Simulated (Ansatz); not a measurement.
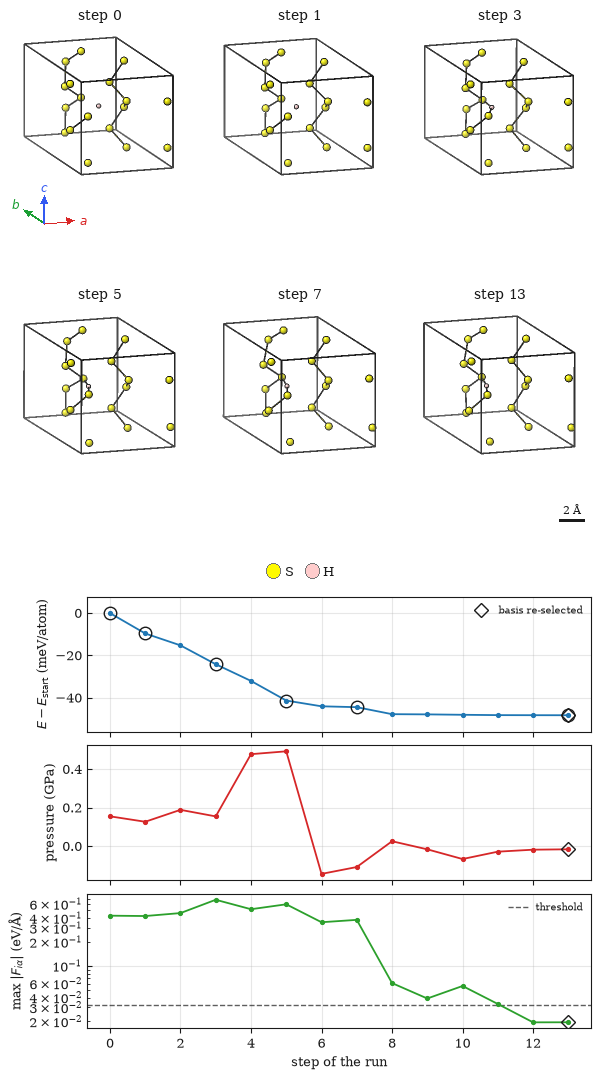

Frames of a relaxation of a crystal of HS$_{18}$ (set up in C2) (coarse preliminary run), marked on the history of the run. Style: ball-and-stick. Shown: the cell of the calculation (origin shifted), from a free direction.

Case: 1 H put on empty site 1 of 2 host cells, relaxed.

Computed with DFT PBE+D3(BJ), scalar-relativistic, plane waves, PAW (Ansatz). Set-up: plane-wave cutoff 420 eV; k-point mesh 3 × 3 × 2; occupations gaussian; smearing width 0.1 eV; no spin polarisation; cell and atoms relaxed; force threshold 0.0325 eV/Å; at most 70 steps.

**Describe the path.**

The H atom moves most relative to the cell: 1.04 Å along −a. By element the largest moves are H 1.04 Å, S 0.37 Å. The volume changes by +0.7 %, with a 7.464 → 7.588 Å (+1.7 %), b 7.464 → 7.338 Å (−1.7 %), c 8.759 → 8.927 Å (+1.9 %), α 90.0° → 90.4°, γ 120.0° → 121.1°. Among the contacts that change: H–S 2.331 → 1.637 Å, S–S 2.071 → 2.452 Å, S–S 2.071 → 1.990 Å, S–S 2.071 → 2.103 Å. New bonds form: H–S (2.33 → 1.64 Å). Among the angles between lasting bonds that change: S–S–S 104.2° → 100.4°, S–S–S 104.2° → 101.5°, S–S–S 104.2° → 106.9°. The space group stays C2 (No. 5). Over 12 accepted moves (13 points after the start) the energy falls by 48.2 meV per atom. Largest force component: 0.43 eV/Å at the start, 0.02 eV/Å at the end. Pressure: 0.15 GPa at the start and −0.02 GPa at the end. The SCF was repeated once at an unchanged geometry on a basis and grid sized afresh for the cell, which shifted the energy by less than 0.05 meV per atom at most. From step 0 to 1: the H atom moves most (0.20 Å), volume −1.6 %, energy −9.6 meV per atom. From step 1 to 3: the H atom moves most (0.39 Å), volume −1.0 %, energy −14.5 meV per atom. From step 3 to 5: the H atom moves most (0.29 Å), volume +1.6 %, energy −17.2 meV per atom. From step 5 to 7: S atoms move most (0.18 Å), volume +2.2 %, energy −3.1 meV per atom. From step 7 to 13: S atoms move most (0.04 Å), volume −0.4 %, energy −3.8 meV per atom.

```
step  E − E(0), meV/atom  largest force component, eV/Å  pressure, GPa  volume, Å³/atom                      note
   0                0.00                         0.4281           0.15           22.240                          
   1               -9.63                         0.4237           0.13           21.875                          
   2              -15.25                         0.4615           0.19           21.676                          
   3              -24.15                         0.6786           0.15           21.647                          
   4              -32.04                         0.5161           0.48           21.596                          
   5              -41.31                         0.5951           0.49           21.999                          
   6              -44.02                         0.3540          -0.14           22.437                          
   7              -44.43                         0.3793          -0.11           22.482                          
   8              -47.74                         0.0608           0.03           22.571                          
   9              -47.83                         0.0389          -0.02           22.407                          
  10              -48.03                         0.0559          -0.07           22.351                          
  11              -48.19                         0.0332          -0.03           22.410                          
  12              -48.22                         0.0195          -0.02           22.395                          
  13              -48.24                         0.0195          -0.02           22.395  same geometry, new basis
```
